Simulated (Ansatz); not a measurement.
# SiO2: what the fields show

The calculation's input:

```
crystal:
  lattice:
    - [-2.6968822715, 5.1216418263, 4.432425963]
    - [2.6968822715, -5.1216418263, 4.432425963]
    - [2.6968822715, 5.1216418263, -4.432425963]
  atoms:
    - { symbol: Si, position: [0.9457887121, 0.8507525486, 0.0950361636] }
    - { symbol: Si, position: [0.744283615, 0.1492474514, 0.5950361636] }
    - { symbol: Si, position: [0.0542112879, 0.1492474514, 0.9049638364] }
    - { symbol: Si, position: [0.255716385, 0.8507525486, 0.4049638364] }
    - { symbol: O, position: [0.1519167945, 0.9019167945, 0.25] }
    - { symbol: O, position: [0.8480832055, 0.0980832055, 0.75] }
    - { symbol: O, position: [0.815510886, 0.5, 0.815510886] }
    - { symbol: O, position: [0.184489114, 0.0, 0.684489114] }
    - { symbol: O, position: [0.184489114, 0.5, 0.184489114] }
    - { symbol: O, position: [0.815510886, 0.0, 0.315510886] }
    - { symbol: O, position: [0.0, 0.0, 0.0] }
    - { symbol: O, position: [0.5, 0.0, 0.5] }
basis:
  ecutwfc: 500
kpoints:
  mp_grid: { grid: [6, 6, 6] }
hamiltonian:
  xc: r2scan
scf:
  occupations: { method: gaussian, width: 0.02 }
output:
  forces: true
  stress: true
  eigenvalues: true
  write_density: true
  write_potential: true
  elf: true
  volumetric_format: npy
relax:
  adjacent_minimum: "off"
  f_tol: 0.01
  max_steps: 30
  cell: { stress_tol: 0.1, fix: [volume] }
```

Launched as:

```sh
ansatz run input.yaml --threads 2 --pin off --max-ram 5120MiB --backend cpu --events-out ev --progress --plain --runs-dir out
```

Below, planes, directions and counts refer to the conventional cell (a = 5.40 Å, b = 10.30 Å, c = 8.81 Å, α = 90.00°, β = 90.00°, γ = 90.00°).

The fields are those of the run's last geometry, not of the input's.

Space group Imma; a structure from a database of computed crystals, not necessarily the ambient phase; changed on purpose from its base cell (volume × 1.10, shape and atoms relaxed); computed pressure about −8 GPa in this cell.

Computed with DFT r2SCAN, scalar-relativistic, plane waves, PAW (Ansatz).

Core electrons are frozen (PAW), and the valence fields are smoothed inside the atomic spheres.

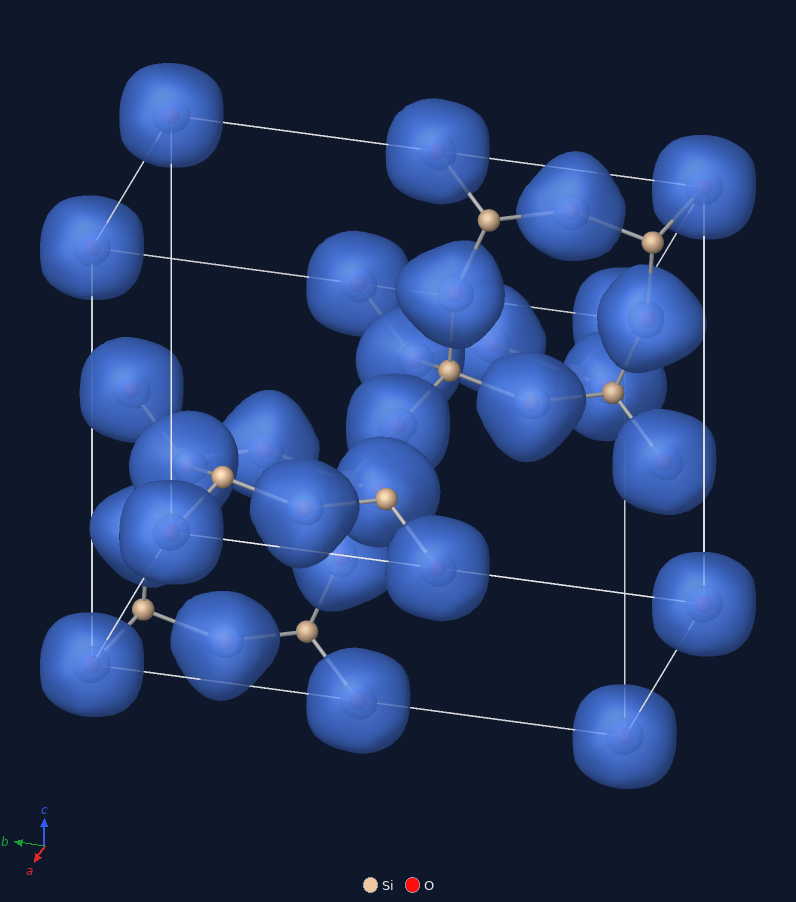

Figure 1. Isosurface of the ELF at 0.65 (blue), seen at an oblique angle. Core shells and regions of very low density are left out. Sticks mark near contacts.

Q: What do the ELF domains correspond to?

A: The ELF exceeds this value in 16 regions on O in which the atom's valence shell and bonds are merged, counted in one cell of 24 atoms. Any copies at cell faces, edges or corners count once.


Si–O (1.64 Å): the ELF peaks at about 0.85 between the atoms: a polar covalent bond.

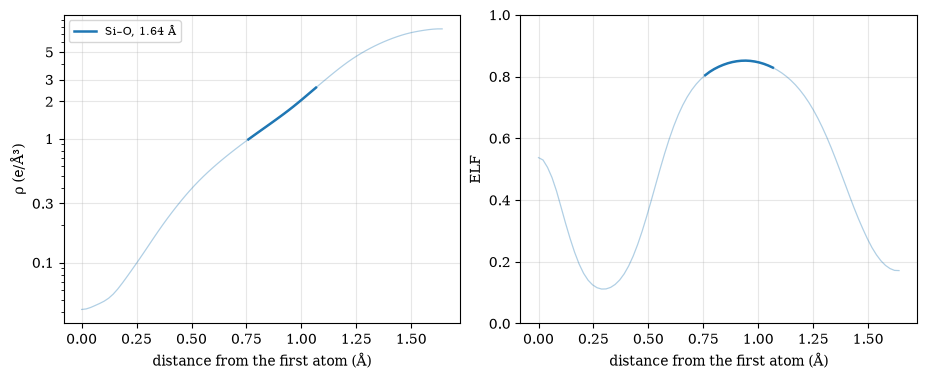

Figure 2. Valence electron density and ELF along straight lines between neighbouring atoms. Thin, pale parts lie inside the atomic spheres.

Q: What can be read from the curves?

A: Si–O (1.64 Å): ρ at the midpoint is about 1.2 e/Å³; the ELF peaks at about 0.85 between the atoms (a polar covalent bond).

Q: Does the calculation make it a metal, or give it a gap?

A: It is gapped, with a Kohn–Sham gap of 6.0 eV on the k-point mesh (the band edges may lie off the mesh, which would make the gap smaller).
